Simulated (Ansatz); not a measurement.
**Zr3S2: density, localisation and related maps**

The calculation's input:

```
crystal:
  lattice:
    - [2.8645729434, 1.65386196, 3.4346976948]
    - [-2.8645729434, 1.65386196, 3.4346976948]
    - [0.0, -3.3077239199, 3.4346976948]
  atoms:
    - { symbol: Zr, position: [0.1618381723, 0.8381618277, 0.5] }
    - { symbol: Zr, position: [0.5, 0.1618381723, 0.8381618277] }
    - { symbol: Zr, position: [0.8381618277, 0.5, 0.1618381723] }
    - { symbol: S, position: [0.3349612457, 0.3349612457, 0.3349612457] }
    - { symbol: S, position: [0.6650387543, 0.6650387543, 0.6650387543] }
basis:
  ecutwfc: 420
kpoints:
  mp_grid: { grid: [12, 12, 12] }
hamiltonian:
  xc: pbesol
scf:
  occupations: { method: gaussian, width: 0.15 }
output:
  forces: true
  stress: true
  eigenvalues: true
  write_density: true
  write_potential: true
  elf: true
  volumetric_format: npy
```

Run with:

```sh
ansatz run input.yaml --threads 1 --pin off --max-ram 2560MiB --backend cpu --events-out ev --progress --plain --runs-dir out
```

Below, planes, directions and counts refer to the conventional cell (a = 5.73 Å, b = 5.73 Å, c = 10.30 Å, α = 90.00°, β = 90.00°, γ = 120.00°).

Space group R32; a structure from a database of computed crystals, not necessarily the ambient phase.

Level of theory: DFT PBEsol, scalar-relativistic, plane waves, PAW in Ansatz 0.2.0.

In a PAW calculation such maps are meaningful between the atoms, not at the nuclei.

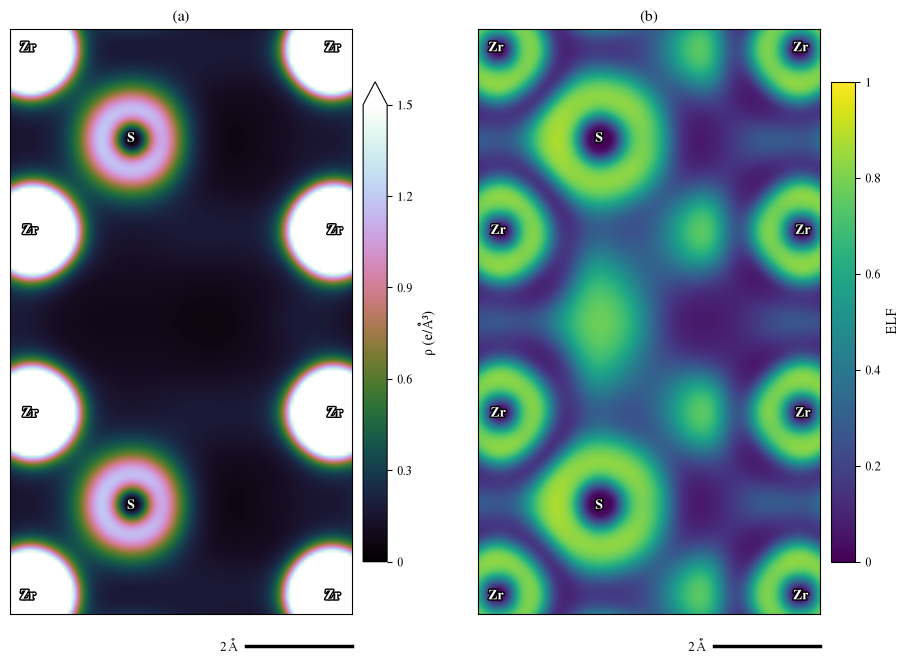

Figure 1. (a) valence charge density (pseudo); (b) ELF on the (010) plane of the conventional cell.

Describe what can be read from this map.

Answer. The plane passes through Zr and S nuclei. Zr–S (2.58 Å): the density is about 0.38 e/Å³ at the midpoint; the ELF peaks at about 0.85 in the valence shell of S, 0.8 Å from its nucleus, and is about 0.25 at the midpoint (no shared electron pair shows on this line). Between the atoms the lowest density in this plane is 0.06 e/Å³. The ELF has a maximum of about 0.80 in the space between the atoms, 2.5 Å from six Zr atoms, on no atom or two-centre bond. The features right at Zr lie inside the PAW spheres, where the map follows smoothed inner orbitals and isn't to be read closely.

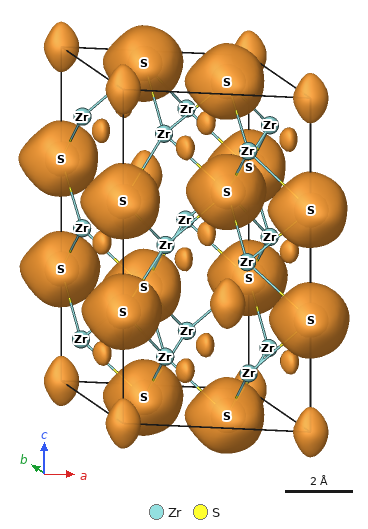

Figure 2. Isosurface of the ELF at 0.65 (orange), seen slightly off an axis. Core shells and regions of very low density are left out. Sticks mark near contacts.

What do the ELF domains correspond to?

Answer. The ELF exceeds this value in six regions wrapped around S (the valence shell of each) and twelve pockets between the atoms, centred on no nucleus (multi-centre or interstitial), counted in one cell of 15 atoms. Regions shared between cells count once.


Zr–S (2.57 Å): the ELF peaks at about 0.85 in the valence shell of S, 0.8 Å from its nucleus, and is about 0.25 at the midpoint; no localised pair shows between them.

Does the calculation make it a metal, or give it a gap?

Answer. It is metallic or semimetallic at this level of theory: no gap opens.
